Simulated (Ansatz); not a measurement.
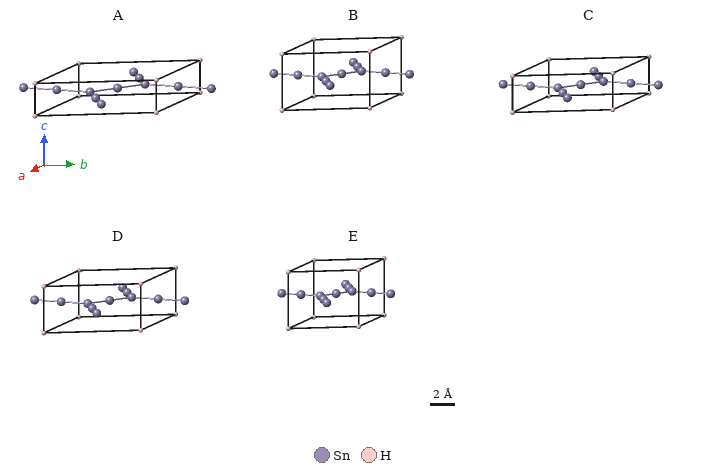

5 geometries from one relaxation of crystalline Sn₅H (a generated structure, set up in P6/mmm) (coarse preliminary run), in shuffled order. Style: ball-and-stick. Shown: the cell of the calculation, slightly off an axis.

Method: DFT PBE, scalar-relativistic, plane waves, PAW in Ansatz 0.2.0. Set-up: plane-wave cutoff 420 eV; k-point mesh 3 × 3 × 4; occupations gaussian; smearing width 0.1 eV; no spin polarisation; cell and atoms relaxed; force threshold 0.04 eV/Å; at most 70 steps.

### Put them in the order of the run, from the start to the converged end.

E, B, D, C, A. They are steps 0, 5, 10, 19, 30, at +13942 meV per atom, +2659 meV per atom, +1589 meV per atom, +655 meV per atom relative to the last. The atoms keep their places relative to the cell (all moves are under 0.005 Å). The volume changes by +70.2 %, with a = b 6.168 → 10.628 Å (+72.3 %), c 4.963 → 2.846 Å (−42.7 %). Some distances before and after: Sn–Sn 4.963 → 2.846 Å, Sn–Sn 1.780 → 3.068 Å. The space group stays P6/mmm (No. 191). The energy falls by 13942 meV per atom in 26 accepted moves (30 points after the start). All forces vanish by symmetry, so only the cell relaxes. The pressure goes from 185.22 to 0.00 GPa. The line search rejected the trial step at point 15 of the run. At 3 points the geometry stayed and the basis and grid were re-selected for the new cell (energy shift of 470 meV per atom at most each time). The run took 5.9 min on 1 thread of AMD EPYC (Zen 3), on a shared host, peak memory 0.53 GiB.

Limits of the set-up: layers or molecules are held without a dispersion correction, so their spacing is unreliable.
